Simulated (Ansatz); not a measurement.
## C: a changed input and its effect

System: C (P6₃/mmc, 16 atoms in the cell).
Method of run 1: DFT PBE, scalar-relativistic, plane waves, PAW, no spin polarisation (Ansatz 0.2.0).

The structure derives from an entry of the Crystallography Open Database. Text and figures count atoms from 1; the logs count them from 0 in places.

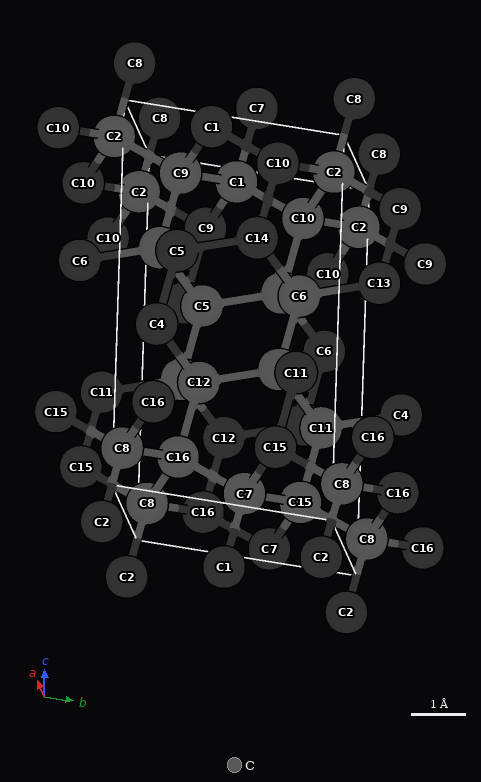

Fig. 1: The structure (ball-and-stick view of the cell of the calculation, seen at an oblique angle; neighbours outside the cell are drawn fainter; atoms are numbered from 1 in the order of the input). An atom can appear more than once, as a periodic image.

### Input, run 1
```yaml
crystal:
  lattice:
    - [-2.5180184914, 0.0, 0.0]
    - [0.0, 4.3613359615, 0.0]
    - [1.2590092457, -2.1806679808, -8.3045881824]
  atoms:
    - { symbol: C, position: [0.4535159179, 0.4535159179, 0.9070318359] }
    - { symbol: C, position: [0.9535159179, 0.9535159179, 0.9070318359] }
    - { symbol: C, position: [0.7035159179, 0.7035159179, 0.4070318359] }
    - { symbol: C, position: [0.2035159179, 0.2035159179, 0.4070318359] }
    - { symbol: C, position: [0.2964840821, 0.2964840821, 0.5929681641] }
    - { symbol: C, position: [0.7964840821, 0.7964840821, 0.5929681641] }
    - { symbol: C, position: [0.5464840821, 0.5464840821, 0.0929681641] }
    - { symbol: C, position: [0.0464840821, 0.0464840821, 0.0929681641] }
    - { symbol: C, position: [0.9222357187, 0.255569052, 0.8444714374] }
    - { symbol: C, position: [0.4222357187, 0.755569052, 0.8444714374] }
    - { symbol: C, position: [0.1722357187, 0.8389023854, 0.3444714374] }
    - { symbol: C, position: [0.6722357187, 0.3389023854, 0.3444714374] }
    - { symbol: C, position: [0.8277642813, 0.1610976146, 0.6555285626] }
    - { symbol: C, position: [0.3277642813, 0.6610976146, 0.6555285626] }
    - { symbol: C, position: [0.0777642813, 0.744430948, 0.1555285626] }
    - { symbol: C, position: [0.5777642813, 0.244430948, 0.1555285626] }
basis:
  ecutwfc: 420
kpoints:
  mp_grid: { grid: [8, 8, 8] }
hamiltonian:
  xc: pbe
scf:
  occupations: { method: gaussian, width: 0.05 }
output:
  forces: true
  stress: true
  eigenvalues: true
  write_density: true
  write_potential: true
  elf: true
  volumetric_format: npy
```

Command:
```bash
ansatz run input.yaml --threads 2 --pin off --max-ram 5120MiB --backend cpu --events-out ev --progress --plain --runs-dir out
```

Hardware: 2 threads of Intel Xeon (Sapphire Rapids), 32 GiB of memory available, shared host.

### Output, shortened to warnings, some set-up lines, iterations and results (run 1)
```
Basis set: ecut = 420 eV, 1813 PW (Γ), exchange–correlation on 36×60×120 points (8 copies of the dense FFT grid, shifted against one another)
Symmetry: 16 space group operations
k-points: 95 of 512
Initial density: superposition of atomic densities (neutral atoms: chi_scale 0, normalization atom), corrected by the library's trained network
[...]
SCF iter   1: F=—  HF=-4012.779047 eV  |F-HF|=—  |Δ(HF+E_count)|=         —  Δρ=3.00e-3  dr2=5.97e-3  ethr=1.77e-3  ⟨swp⟩=6.0  Hψ=20613  notcnv=0  defer=194
SCF iter   2: F=—  HF=-4012.778750 eV  |F-HF|=—  |Δ(HF+E_count)|=   2.98e-4  Δρ=1.56e-3  dr2=1.54e-3  ethr=9.33e-6  ⟨swp⟩=2.6  Hψ=7895  notcnv=0  defer=412
SCF iter   3: F=—  HF=-4012.778824 eV  |F-HF|=—  |Δ(HF+E_count)|=   7.39e-5  Δρ=2.07e-4  dr2=2.14e-5  ethr=2.41e-6  ⟨swp⟩=2.0  Hψ=5910  notcnv=0  defer=412
SCF iter   4: F=—  HF=-4012.778864 eV  |F-HF|=—  |Δ(HF+E_count)|=   4.03e-5  Δρ=5.09e-5  dr2=2.83e-6  ethr=3.34e-8  ⟨swp⟩=2.0  Hψ=6606  notcnv=0  defer=412
SCF iter   5: F=—  HF=-4012.778865 eV  |F-HF|=—  |Δ(HF+E_count)|=   8.37e-7  Δρ=1.92e-5  dr2=2.46e-7  ethr=4.43e-9  ⟨swp⟩=2.0  Hψ=6614  notcnv=0  defer=412
SCF iter   6: F=-4012.778865 eV  HF=-4012.778865 eV  |F-HF|=3.50e-9  |Δ(HF+E_count)|=   3.54e-8  Δρ=5.51e-6  dr2=1.68e-8  ethr=1.56e-10  ⟨swp⟩=15.1  Hψ=30564  notcnv=0
SCF 1 converged in 6 iterations: F = -4012.778865 eV  dr2 = 1.68e-8
SCF converged after 6 iterations
Free energy (F): -4012.778865 eV
Harris-Foulkes:  -4012.778865 eV  (|F-HF|=3.50e-9)
Internal energy: -4012.778865 eV  (E = F + TS)
E sigma→0 (E₀):  -4012.778865 eV
Fermi energy:    15.634602 eV
--- Per-component energies (eV) ---
  E_band       = 273.715545
  E_kinetic    = 1473.462597
  E_local      = -985.820283  (includes V_loc(G=0)·N_el)
  E_nonlocal   = 426.218924
  E_hartree    = 216.475757
  E_xc         = -778.832351
  E_vxc        = -966.851407  (∫ρ·V_xc dr)
  E_paw        = -1587.259132  (= ΣΔE_a)
  E_vpaw       = -106.243994  (= ΣTr[D̂ρ^β])
  E_aug_tail   = 0.000140  (compensation charges beyond the density's cutoff)
  E_ewald      = -2777.024516
  E_smearing   = -0.000000  (= −TS)
  E_closure    = -0.000000  (closes the sum)
  Σ components = -4012.778865   (vs F -4012.778865, Δ=0.00e0)
--- Forces (eV/Å), atoms counted from 1 ---
  atom   1  C      0.00000000    -0.00044100     0.00066647
  atom   2  C      0.00000000    -0.00044100     0.00066647
  atom   3  C     -0.00000000     0.00044100     0.00066647
  atom   4  C     -0.00000000     0.00044100     0.00066647
  atom   5  C      0.00000000    -0.00044100    -0.00066647
  atom   6  C      0.00000000    -0.00044100    -0.00066647
  atom   7  C     -0.00000000     0.00044100    -0.00066647
  atom   8  C     -0.00000000     0.00044100    -0.00066647
  atom   9  C     -0.00000000     0.00039718    -0.00080015
  atom  10  C     -0.00000000     0.00039718    -0.00080015
  atom  11  C      0.00000000    -0.00039718    -0.00080015
  atom  12  C      0.00000000    -0.00039718    -0.00080015
  atom  13  C     -0.00000000     0.00039718     0.00080015
  atom  14  C     -0.00000000     0.00039718     0.00080015
  atom  15  C      0.00000000    -0.00039718     0.00080015
  atom  16  C      0.00000000    -0.00039718     0.00080015
  max |Σ_I F_I| component: 9.71e-17 eV/Å
--- Stress (GPa, compression-positive) ---
        0.031624      -0.000000       0.000000
       -0.000000      -0.001827       0.000000
        0.000000       0.000000       0.001252
  P = ⅓ Tr σ = 0.0103 GPa (0.103 kbar)
```

For run 2 the input was changed thus:
```diff
+  dispersion: d3bjatm
-  write_density: true
-  write_potential: true
-  elf: true
-  volumetric_format: npy
```

Predict how the results change.

The total energies belong to different models, so their difference says nothing on which is more stable or more accurate. The pressure goes from 0.01 to −4.50 GPa. The dispersion correction adds attraction between all atoms, which pulls the cell inwards and lowers the pressure. The number of SCF iterations is the same.

### Output, shortened to warnings, some set-up lines, iterations and results (run 2)
```
Basis set: ecut = 420 eV, 1813 PW (Γ), exchange–correlation on 36×60×120 points (8 copies of the dense FFT grid, shifted against one another)
Symmetry: 16 space group operations
k-points: 95 of 512
Initial density: superposition of atomic densities (neutral atoms: chi_scale 0, normalization atom), corrected by the library's trained network
[...]
SCF iter   1: F=—  HF=-4015.588630 eV  |F-HF|=—  |Δ(HF+E_count)|=         —  Δρ=3.00e-3  dr2=5.97e-3  ethr=1.77e-3  ⟨swp⟩=6.0  Hψ=20613  notcnv=0  defer=194
SCF iter   2: F=—  HF=-4015.588332 eV  |F-HF|=—  |Δ(HF+E_count)|=   2.98e-4  Δρ=1.56e-3  dr2=1.54e-3  ethr=9.33e-6  ⟨swp⟩=2.6  Hψ=7895  notcnv=0  defer=412
SCF iter   3: F=—  HF=-4015.588406 eV  |F-HF|=—  |Δ(HF+E_count)|=   7.39e-5  Δρ=2.07e-4  dr2=2.14e-5  ethr=2.41e-6  ⟨swp⟩=2.0  Hψ=5910  notcnv=0  defer=11
SCF iter   4: F=—  HF=-4015.588447 eV  |F-HF|=—  |Δ(HF+E_count)|=   4.03e-5  Δρ=5.09e-5  dr2=2.83e-6  ethr=3.34e-8  ⟨swp⟩=2.0  Hψ=6606  notcnv=0  defer=11
SCF iter   5: F=—  HF=-4015.588447 eV  |F-HF|=—  |Δ(HF+E_count)|=   8.37e-7  Δρ=1.92e-5  dr2=2.46e-7  ethr=4.43e-9  ⟨swp⟩=2.0  Hψ=6613  notcnv=0  defer=11
SCF iter   6: F=-4015.588448 eV  HF=-4015.588447 eV  |F-HF|=3.50e-9  |Δ(HF+E_count)|=   3.55e-8  Δρ=5.51e-6  dr2=1.68e-8  ethr=1.56e-10  ⟨swp⟩=7.9  Hψ=15303  notcnv=0
SCF 1 converged in 6 iterations: F = -4015.588448 eV  dr2 = 1.68e-8
SCF converged after 6 iterations
Free energy (F): -4015.588448 eV
Harris-Foulkes:  -4015.588447 eV  (|F-HF|=3.50e-9)
Internal energy: -4015.588448 eV  (E = F + TS)
E sigma→0 (E₀):  -4015.588448 eV
Fermi energy:    15.634602 eV
--- Per-component energies (eV) ---
  E_band       = 273.715544
  E_kinetic    = 1473.462597
  E_local      = -985.820284  (includes V_loc(G=0)·N_el)
  E_nonlocal   = 426.218925
  E_hartree    = 216.475757
  E_xc         = -778.832351
  E_vxc        = -966.851407  (∫ρ·V_xc dr)
  E_paw        = -1587.259133  (= ΣΔE_a)
  E_vpaw       = -106.243994  (= ΣTr[D̂ρ^β])
  E_aug_tail   = 0.000140  (compensation charges beyond the density's cutoff)
  E_ewald      = -2777.024516
  E_disp       = -2.809583  (pairwise vdW)
  E_smearing   = -0.000000  (= −TS)
  E_closure    = -0.000000  (closes the sum)
  Σ components = -4015.588448   (vs F -4015.588448, Δ=0.00e0)
--- Forces (eV/Å), atoms counted from 1 ---
  atom   1  C      0.00000000    -0.00044097     0.00231449
  atom   2  C      0.00000000    -0.00044097     0.00231449
  atom   3  C     -0.00000000     0.00044097     0.00231449
  atom   4  C     -0.00000000     0.00044097     0.00231449
  atom   5  C      0.00000000    -0.00044097    -0.00231449
  atom   6  C      0.00000000    -0.00044097    -0.00231449
  atom   7  C     -0.00000000     0.00044097    -0.00231449
  atom   8  C     -0.00000000     0.00044097    -0.00231449
  atom   9  C     -0.00000000     0.00039720    -0.00068167
  atom  10  C      0.00000000     0.00039720    -0.00068167
  atom  11  C      0.00000000    -0.00039720    -0.00068167
  atom  12  C      0.00000000    -0.00039720    -0.00068167
  atom  13  C     -0.00000000     0.00039720     0.00068167
  atom  14  C     -0.00000000     0.00039720     0.00068167
  atom  15  C      0.00000000    -0.00039720     0.00068167
  atom  16  C      0.00000000    -0.00039720     0.00068167
  max |Σ_I F_I| component: 1.39e-16 eV/Å
--- Stress (GPa, compression-positive) ---
       -4.476584      -0.000000       0.000000
       -0.000000      -4.510036      -0.000000
        0.000000      -0.000000      -4.510691
  P = ⅓ Tr σ = -4.4991 GPa (-44.991 kbar)
```

### The two runs side by side

```tsv
quantity	run 1	run 2
outcome	converged	converged
free energy per atom (eV)	−250.7987	−250.9743
gap on the mesh (eV)	4.56	4.56
pressure (GPa)	0.01	−4.50
largest force (eV/Å)	0.001	0.002
SCF iterations	6	6
irreducible k-points	95	95
plane waves at Γ	1813	1813
wall time (shared host)	12 s	9.9 s
```
